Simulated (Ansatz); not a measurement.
**A series of single points on Pt**

System: Pt (Im-3m, 1 atom in the cell).
Method: Kohn-Sham DFT of a periodic cell, LDA, all-electron LAPW, scalar-relativistic, no spin polarisation (Ansatz 0.2.0).

The 7 runs differ only in the geometry, by an even scaling of the cell at fixed fractional positions. The structure derives from a Materials Project entry.

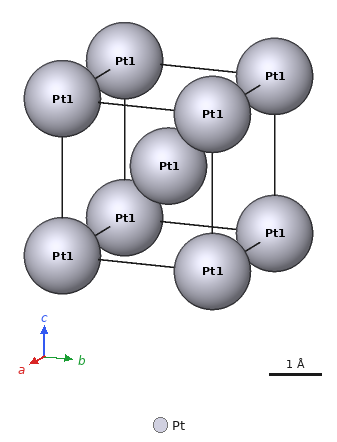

Figure 1. The structure of run 4 (spheres-only view of the cell 2 times as large as that of the calculation, set on its symmetry axes, seen slightly off an axis; atoms are numbered from 1 in the order of the input). An atom can appear more than once, as a periodic image.

**Input of run 4**
```yaml
crystal:
  lattice:
    - [-1.58422, 1.58422, 1.58422]
    - [1.58422, -1.58422, 1.58422]
    - [1.58422, 1.58422, -1.58422]
  atoms:
    - { symbol: Pt, position: [0.0, 0.0, 0.0] }
kpoints:
  mp_grid: { grid: [12, 12, 12] }
scf:
  occupations: { method: fermi_dirac, width: 0.05 }
hamiltonian:
  xc: lda
  pseudopotentials: { kind: all_electron, lapw: { basis_error: 0.001 } }
output:
  forces: true
  stress: true
  eigenvalues: true
```

Command:
```bash
ansatz run input.yaml --threads 1 --pin off --max-ram 3072MiB --backend cpu --events-out ev --progress --plain --runs-dir out
```

Run 5 differs from it as follows:
```diff
-    - [-1.58422, 1.58422, 1.58422]
-    - [1.58422, -1.58422, 1.58422]
-    - [1.58422, 1.58422, -1.58422]
+    - [-1.5947118289, 1.5947118289, 1.5947118289]
+    - [1.5947118289, -1.5947118289, 1.5947118289]
+    - [1.5947118289, 1.5947118289, -1.5947118289]
```

**Results, with one run withheld**

```csv
run,volume per atom (Å³),"free energy per atom, from the lowest run given (meV)",pressure (GPa)
1,14.950,0.00,−0.80
2,15.268,7.50,−6.62
3,15.586,25.81,−11.71
4,15.904,53.56,−16.15
5,16.222,?,?
6,16.540,132.68,−23.36
7,16.858,182.02,−26.27
```

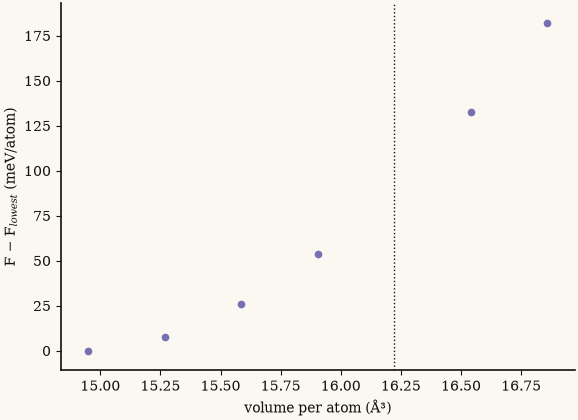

Figure 2. Free energy per atom of the runs given; the dotted line marks run 5.

Fit the runs given and predict run 5.

A cubic polynomial in V^(−2/3) (the Birch–Murnaghan form), fitted to the 6 runs given, misses them by under 0.01 meV per atom. With x = V^(−2/3) − 0.15863 Å⁻², it reads F = 46.127 − 14146 x + 1.0516e+06 x² + 4.7296e+06 x³ (meV per atom). At run 5 it gives 89.54 meV per atom, and the run itself gives 89.55. The slope of the fit gives a pressure −dF/dV of −20.01 GPa there, and the run prints −20.01 GPa. The fit has no minimum inside this range.

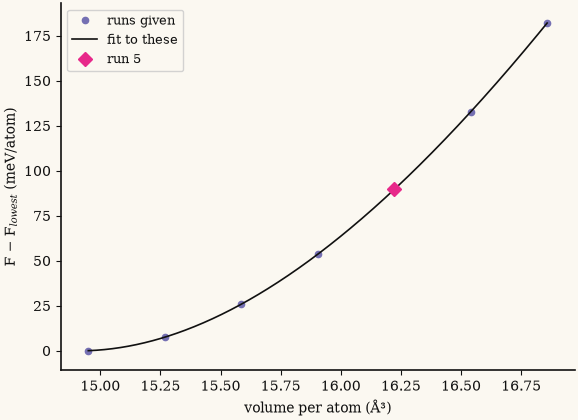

Figure 3. The fit and the withheld run.

**Output, shortened to warnings, some set-up lines, iterations and results (run 5)**
```
Basis set: ecut = 272.65832375653383 eV, 177 PW (Γ), exchange–correlation at level 2
Symmetry: 48 space group operations
k-points: 72 of 1728
Initial density: superposition of atomic densities (chi_scale 0.1, normalization cell)
[...]
SCF iter   1: F=—  HF=-500679.696083 eV  |F-HF|=—  |Δ(HF+E_count)|=         —  Δρ=3.32e-2  dr2=1.16e-1  ethr=2.75e-4  ⟨swp⟩=2.9  Hψ=11802  notcnv=0
SCF iter   2: F=—  HF=-500679.323559 eV  |F-HF|=—  |Δ(HF+E_count)|=   3.73e-1  Δρ=7.26e-3  dr2=8.13e-3  ethr=1.94e-5  ⟨swp⟩=2.0  Hψ=9606  notcnv=0
SCF iter   3: F=—  HF=-500679.297246 eV  |F-HF|=—  |Δ(HF+E_count)|=         —  Δρ=8.13e-3  dr2=9.79e-3  ethr=1.94e-5  ⟨swp⟩=2.0  Hψ=5417  notcnv=0
SCF iter   4: F=—  HF=-500679.293900 eV  |F-HF|=—  |Δ(HF+E_count)|=   3.35e-3  Δρ=4.87e-3  dr2=3.96e-3  ethr=1.94e-5  ⟨swp⟩=2.0  Hψ=5166  notcnv=0
SCF iter   5: F=—  HF=-500679.293458 eV  |F-HF|=—  |Δ(HF+E_count)|=   4.42e-4  Δρ=2.14e-3  dr2=8.52e-4  ethr=9.43e-6  ⟨swp⟩=2.0  Hψ=5295  notcnv=0
SCF iter   6: F=—  HF=-500679.293528 eV  |F-HF|=—  |Δ(HF+E_count)|=   6.97e-5  Δρ=3.04e-4  dr2=1.25e-5  ethr=2.03e-6  ⟨swp⟩=2.0  Hψ=5401  notcnv=0
SCF iter   7: F=—  HF=-500679.293527 eV  |F-HF|=—  |Δ(HF+E_count)|=   1.34e-6  Δρ=6.36e-5  dr2=3.75e-7  ethr=2.97e-8  ⟨swp⟩=2.0  Hψ=5412  notcnv=0
SCF iter   8: F=-500679.293527 eV  HF=-500679.293527 eV  |F-HF|=4.07e-10  |Δ(HF+E_count)|=   1.39e-8  Δρ=7.87e-6  dr2=4.92e-9  ethr=8.93e-10  ⟨swp⟩=2.0  Hψ=5412  notcnv=0
SCF 1 converged in 8 iterations: F = -500679.293527 eV  dr2 = 4.92e-9
SCF converged after 8 iterations
Free energy (F): -500679.293527 eV
Harris-Foulkes:  -500679.293527 eV  (|F-HF|=4.07e-10)
Internal energy: -500679.286900 eV  (E = F + TS)
E sigma→0 (E₀):  -500679.290213 eV
Entropy (-TS):   -0.006627 eV (-6.627 meV/atom)
Fermi energy:    25.702167 eV
--- Per-component energies (eV) ---
  E_band       = -3415.790920
  E_kinetic    = 568410.447859
  E_xc         = -9412.752456
  E_electrostatic = -1059676.982304  (all electrons and nuclei)
  E_smearing   = -0.006627  (= −TS)
  E_closure    = 0.000000  (closes the sum)
  E_atoms      = -500671.935187  (free atoms, spherical and without spin; not in F)
  Σ components = -500679.293527   (vs F -500679.293527, Δ=0.00e0)
  Basis errors (estimates in eV, not in F): energy 2.6e-4 per atom: plane waves 2.2e-4 (1.2e-4 summed), levels above the bands 1.6e-164, relativity 1.4e-8, radial functions 3.7e-5, core shells 1.2e-7; eigenvalues (radial functions only) 7.3e-6; not estimated: angular momenta, meshes, grids; target …
--- Forces (eV/Å), atoms counted from 1 ---
  atom   1  Pt    -0.00000000     0.00000000     0.00000000
  max |Σ_I F_I| component: 1.23e-31 eV/Å
--- Stress (GPa, compression-positive) ---
      -20.009704      -0.000000       0.000000
       -0.000000     -20.009704      -0.000000
        0.000000      -0.000000     -20.009704
  P = ⅓ Tr σ = -20.0097 GPa (-200.097 kbar)
```

Notes: Spin–orbit coupling is left out, which matters for Pt.
